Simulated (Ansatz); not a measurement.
**MgO: single-point calculation**

MgO (P6₃mc, 8 atoms in the cell), computed with DFT PBE, scalar-relativistic, plane waves, PAW, PAW set soft_1, no spin polarisation (Ansatz 0.2.0).

The structure derives from a Materials Project entry. Figures and captions count atoms from 1; the log counts them from 0 in places.

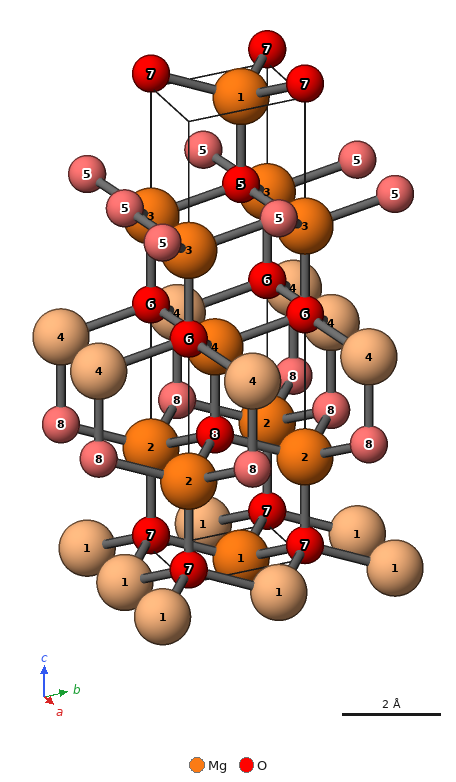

Figure 1. The structure as given in the input (ball-and-stick view of the cell of the calculation, seen slightly off an axis; neighbours outside the cell are drawn fainter; atoms are numbered from 1 in the order of the input). Near neighbours in the crystal (not all of them lie inside the picture): Mg has 4 O at 1.83 to 1.98 Å; O has 4 Mg at 1.83 to 1.98 Å.

### Input
```yaml
crystal:
  lattice:
    - [3.2805263433, 0.0, 0.0]
    - [-1.6402631717, 2.8410191511, 0.0]
    - [0.0, 0.0, 9.6728]
  atoms:
    - { symbol: Mg, position: [0.3333333333, 0.6666666667, 0.9694906392] }
    - { symbol: Mg, position: [0.0, 0.0, 0.2208211786] }
    - { symbol: Mg, position: [0.0, 0.0, 0.7208211786] }
    - { symbol: Mg, position: [0.6666666667, 0.3333333333, 0.4694906392] }
    - { symbol: O, position: [0.3333333333, 0.6666666667, 0.7800420079] }
    - { symbol: O, position: [0.0, 0.0, 0.5296443544] }
    - { symbol: O, position: [0.0, 0.0, 0.0296443544] }
    - { symbol: O, position: [0.6666666667, 0.3333333333, 0.2800420079] }
basis:
  ecutwfc: 520.0
kpoints:
  mp_grid: { grid: [9, 9, 2] }
hamiltonian:
  xc: pbe
  pseudopotentials: { kind: paw, azcp: { folder: soft_1 } }
scf:
  occupations: { method: gaussian, width: 0.05 }
output:
  forces: true
  stress: true
  eigenvalues: true
  write_density: true
  write_potential: true
  elf: true
  volumetric_format: npy
```

Run on 2 threads of Arm Neoverse N1, 98 GiB of memory available, shared host.

Launched with:
```bash
ansatz run input.yaml --threads 2 --pin off --max-ram 4096MiB --backend cpu --events-out ev --progress --plain --runs-dir out
```

### Output
```
Engine: ansatz 0.2.0, aarch64-unknown-linux-gnu
Pseudopotentials: kind: paw
Pseudopotential: Mg, paw, valence charge 10, recommended cutoff 420 eV (normal), [file]
Pseudopotential: O, paw, valence charge 6, recommended cutoff 420 eV (normal), [file]
Functional definition: PBE
  parameter kappa = 0.804
  parameter beta = 0.06672455060314922
  exchange = pbe_x(kappa = kappa, mu = beta*pi^2/3)
  correlation = pbe_c(beta = beta)
Crystal: 8 atoms, lattice volume = 90.151 Å³
Basis set: ecut = 520 eV, 2375 PW (Γ), exchange–correlation on 50×50×144 points (8 copies of the dense FFT grid, shifted against one another)
Bands: 40, of which v1, the nominal top of the filled ones, is band 32 counted from 1 (31 counted from 0)
Symmetry: 12 space group operations
Space group: P63mc (ITA 186), of the structure as read, at distance tolerance 4.5e-5 Å
k-points: 24 of 162
Non-local potential: Mg, projectors of the file, l = 0: 3, l = 1: 2, l = 2: 1
Non-local potential: O, projectors of the file, l = 0: 2, l = 1: 2, l = 2: 1
PAW form: soft (Blöchl's): semilocal exchange-correlation on the pseudo side does not see the compensation charge
PAW one-centre angular grid: Mg, 110 points (default); XC on 64 Gauss nodes
PAW one-centre angular grid: O, 110 points (default); XC on 64 Gauss nodes
Initial density: superposition of atomic densities (chi_scale 0.1, normalization cell, long waves kept (reshape's long-wave potential 0.00 eV rms))
Initial wavefunctions: pseudopotential atomic-orbital guess
Functional: x = pbe(κ = 0.804, μ = 0.2195149727645171), c = pbe(β = 0.06672455060314922)
SCF iter   1: F=—  HF=-9976.026787 eV  |F-HF|=—  |Δ(HF+E_count)|=         —  Δρ=7.42e-2  dr2=4.35e0  ethr=3.10e-3  ⟨swp⟩=6.8  Hψ=4401  notcnv=0  defer=2
preconditioner: auto → Resta (q_TF=auto, 2.577 Å⁻¹)  ε∞=3.2  [insulator: Δε(μ)=4.076 eV  Ē_g=14.784 eV  σ=0.050 eV  W_gap=1.00  n_scr=36 (ndim 8)  ℏωp=22.1 eV  f_vac=0.000  D(μ)=0.00/eV (n_scr^D=0)  ε∞_Penn≈3.2]
SCF iter   2: F=—  HF=-9975.312510 eV  |F-HF|=—  |Δ(HF+E_count)|=   7.14e-1  Δρ=3.84e-2  dr2=1.36e0  ethr=3.10e-3  ⟨swp⟩=2.0  Hψ=1866  notcnv=0  defer=88
SCF iter   3: F=—  HF=-9975.239188 eV  |F-HF|=—  |Δ(HF+E_count)|=   7.33e-2  Δρ=6.93e-3  dr2=5.92e-2  ethr=2.13e-3  ⟨swp⟩=3.0  Hψ=1648  notcnv=0  defer=88
SCF iter   4: F=—  HF=-9975.252129 eV  |F-HF|=—  |Δ(HF+E_count)|=   1.29e-2  Δρ=1.50e-3  dr2=1.43e-3  ethr=9.25e-5  ⟨swp⟩=2.0  Hψ=1264  notcnv=0  defer=88
SCF iter   5: F=—  HF=-9975.254776 eV  |F-HF|=—  |Δ(HF+E_count)|=   2.65e-3  Δρ=1.89e-4  dr2=2.15e-5  ethr=2.23e-6  ⟨swp⟩=2.0  Hψ=1360  notcnv=0  defer=88
SCF iter   6: F=—  HF=-9975.254602 eV  |F-HF|=—  |Δ(HF+E_count)|=   1.73e-4  Δρ=4.13e-5  dr2=1.28e-6  ethr=3.36e-8  ⟨swp⟩=2.0  Hψ=1680  notcnv=0  defer=88
SCF iter   7: F=—  HF=-9975.254604 eV  |F-HF|=—  |Δ(HF+E_count)|=   1.90e-6  Δρ=1.74e-5  dr2=2.17e-7  ethr=1.56e-10  ⟨swp⟩=14.8  Hψ=7809  notcnv=0
SCF iter   8: F=-9975.254604 eV  HF=-9975.254604 eV  |F-HF|=9.52e-9  |Δ(HF+E_count)|=   4.54e-8  Δρ=3.95e-6  dr2=1.02e-8  ethr=1.56e-10  ⟨swp⟩=9.4  Hψ=6103  notcnv=0
SCF 1 converged in 8 iterations: F = -9975.254604 eV  dr2 = 1.02e-8
  greatest PAW one-centre occupation: 1.000 electrons in one spin orbital (limit 2), on the Mg atom at site 3 (counted from 0), in its partial waves of l = 0
SCF converged after 8 iterations
Free energy (F): -9975.254604 eV
Harris-Foulkes:  -9975.254604 eV  (|F-HF|=9.52e-9)
Internal energy: -9975.254604 eV  (E = F + TS)
E sigma→0 (E₀):  -9975.254604 eV
Fermi energy:    7.235132 eV
--- Per-component energies (eV) ---
  E_band       = -1307.387375
  E_kinetic    = 973.652086
  E_local      = -7731.958138  (includes V_loc(G=0)·N_el)
  E_nonlocal   = 989.438127
  E_hartree    = 2657.243212
  E_xc         = -401.561079
  E_vxc        = -514.202340  (∫ρ·V_xc dr)
  E_paw        = -1851.743228  (= ΣΔE_a)
  E_vpaw       = -338.801683  (= ΣTr[D̂ρ^β])
  E_aug_tail   = 0.000855  (compensation charges beyond the density's cutoff)
  E_ewald      = -4610.326440
  E_smearing   = -0.000000  (= −TS)
  E_closure    = 0.000000  (closes the sum)
  Σ components = -9975.254604   (vs F -9975.254604, Δ=0.00e0)
--- Forces (eV/Å), atoms counted from 1 ---
  atom   1  Mg    -0.00000000    -0.00000000     1.32344204
  atom   2  Mg    -0.00000000    -0.00000000     1.34376231
  atom   3  Mg     0.00000000     0.00000000     1.34376231
  atom   4  Mg     0.00000000     0.00000000     1.32344204
  atom   5  O     -0.00000000    -0.00000000    -1.38115955
  atom   6  O     -0.00000000    -0.00000000    -1.28603323
  atom   7  O      0.00000000    -0.00000000    -1.28603323
  atom   8  O      0.00000000    -0.00000000    -1.38115955
  max |Σ_I F_I| component: 2.31e-5 eV/Å
--- Stress (GPa, compression-positive) ---
        4.140757      -0.000000       0.000000
       -0.000000       4.140757       0.000000
        0.000000       0.000000      28.701485
  P = ⅓ Tr σ = 12.3277 GPa (123.277 kbar)
--- Band table (eV; the first three rows and the last of 24) ---
  k-point 0: bands = ["-66.1929", "-66.1924", "-66.1727", "-66.1721", "-32.9998", "-32.9766", "-32.9508", "-32.9416", "-32.9416", "-32.9396", "-32.9396", "-32.9270", "-32.9223", "-32.9223", "-32.9203", "-32.9203", "-10.9491", "-10.5176", "-10.4632", "-9.9978", "2.1630", "3.3380", "3.4801", "4.6809", "4.6809", "4.8204", "4.8204", "4.8658", "4.8658", "5.0141", "5.0141", "5.3740", "9.0962", "11.4527", "11.6426", "14.1659", "15.8561", "19.0521", "19.3007", "19.3007"]
  k-point 1: bands = ["-66.1926", "-66.1926", "-66.1724", "-66.1724", "-32.9908", "-32.9908", "-32.9406", "-32.9406", "-32.9406", "-32.9406", "-32.9363", "-32.9363", "-32.9213", "-32.9213", "-32.9213", "-32.9213", "-10.8184", "-10.8184", "-10.1455", "-10.1455", "2.4944", "2.4944", "4.6316", "4.6316", "4.7265", "4.7265", "4.7265", "4.7265", "4.9642", "4.9642", "4.9642", "4.9642", "9.9574", "9.9574", "13.1302", "13.1302", "17.1343", "17.1343", "19.6115", "19.6115"]
  k-point 2: bands = ["-66.1926", "-66.1922", "-66.1725", "-66.1720", "-32.9978", "-32.9773", "-32.9553", "-32.9447", "-32.9425", "-32.9403", "-32.9382", "-32.9285", "-32.9245", "-32.9236", "-32.9231", "-32.9209", "-10.8807", "-10.4706", "-10.4161", "-9.9782", "2.2827", "3.2325", "3.3640", "4.4149", "4.5397", "4.5887", "4.7491", "4.7793", "4.8196", "4.8220", "5.0262", "5.3370", "9.6868", "11.6987", "11.9187", "14.4643", "15.6048", "17.8171", "19.3947", "19.5276"]
  k-point 23: bands = ["-66.1905", "-66.1905", "-66.1708", "-66.1708", "-32.9813", "-32.9813", "-32.9742", "-32.9742", "-32.9573", "-32.9573", "-32.9415", "-32.9415", "-32.9360", "-32.9360", "-32.9327", "-32.9327", "-10.0543", "-10.0543", "-9.9952", "-9.9952", "2.6265", "2.6265", "2.9681", "2.9681", "3.3477", "3.3477", "3.6138", "3.6138", "4.7191", "4.7191", "4.8329", "4.8329", "13.3593", "13.3593", "14.0544", "14.0544", "15.9154", "15.9154", "16.5737", "16.5737"]
```

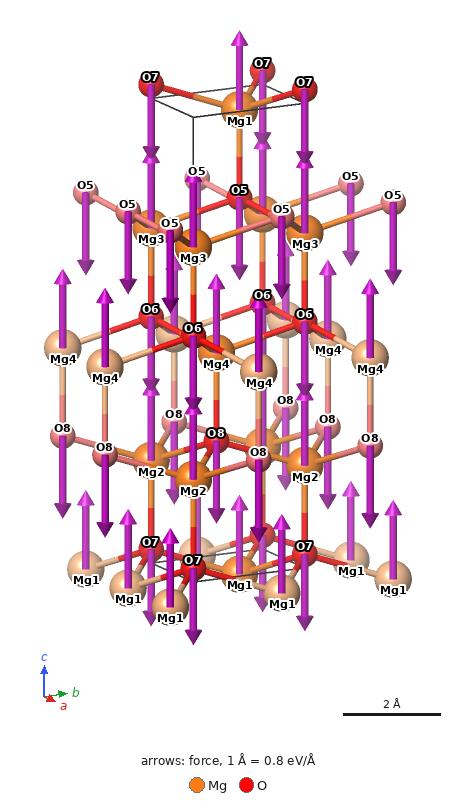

Figure 2. Forces on the atoms as pink arrows (ball-and-stick view of the cell of the calculation, seen slightly off an axis; neighbours outside the cell are drawn fainter; atoms are numbered from 1 in the order of the input). The largest act on O5, O8 (1.38 eV/Å); Mg2, Mg3 (1.34 eV/Å); Mg1, Mg4 (1.32 eV/Å); O6, O7 (1.29 eV/Å). The geometry is not a stationary point of this energy.

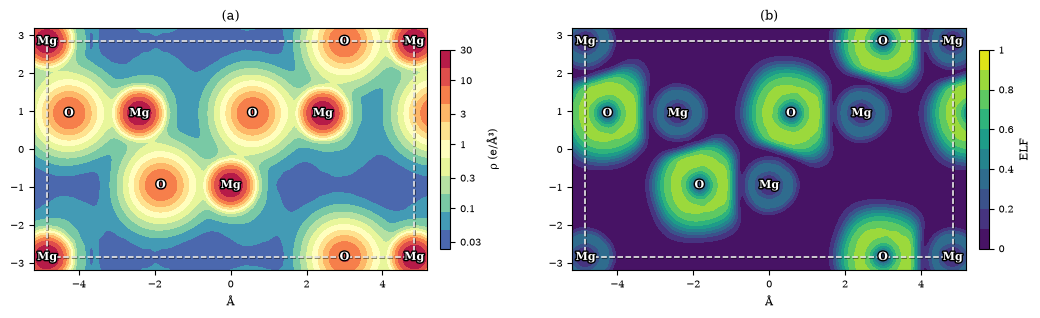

Figure 3. (a) valence charge density (pseudo); (b) ELF on the (110) plane of the conventional cell. The section cuts through Mg and O sites. Mg–O (1.83 Å): ρ is about 0.63 e/Å³ halfway; the ELF is about 0.40 at the midpoint. Mg–O (1.98 Å): ρ is about 0.44 e/Å³ halfway; the ELF is about 0.35 at the midpoint. Away from the nuclei the density in this plane falls to 0.02 e/Å³ at its lowest. In a PAW calculation such maps are meaningful between the atoms, not at the nuclei.

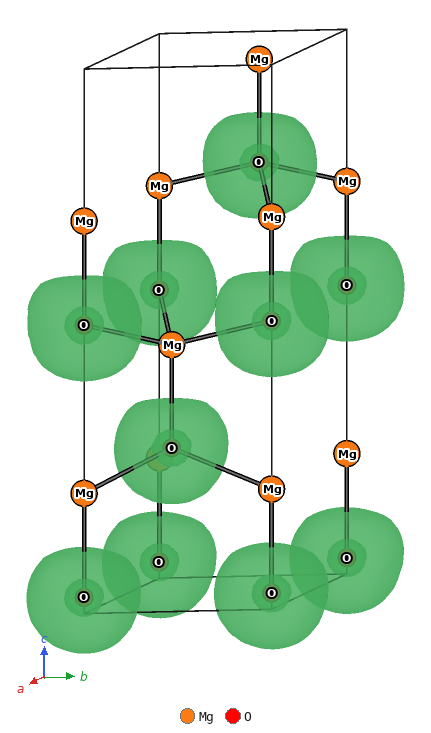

Figure 4. Isosurface of the electron localisation function at 0.65 (green), seen slightly off an axis. Core shells and regions of very low density are left out. Sticks mark near contacts. The outline is the cell set on symmetry axes. Profiles from the grid: Mg–O (1.83 Å): the ELF is about 0.40 at the midpoint. Mg–O (1.98 Å): the ELF is about 0.35 at the midpoint.

### Key numbers

- outcome: converged
- space group (tolerance 0.01 Å): P6₃mc (186)
- electrons treated: 64
- free energy: −9975.2546 eV
- Fermi energy: 7.235 eV
- gap on the k-point mesh: 3.72 eV
- pressure: 12.33 GPa
- largest force (length of the vector): 1.381 eV/Å
- wall time: 14 s (CPU time 28 s)
- peak memory: 0.37 GiB
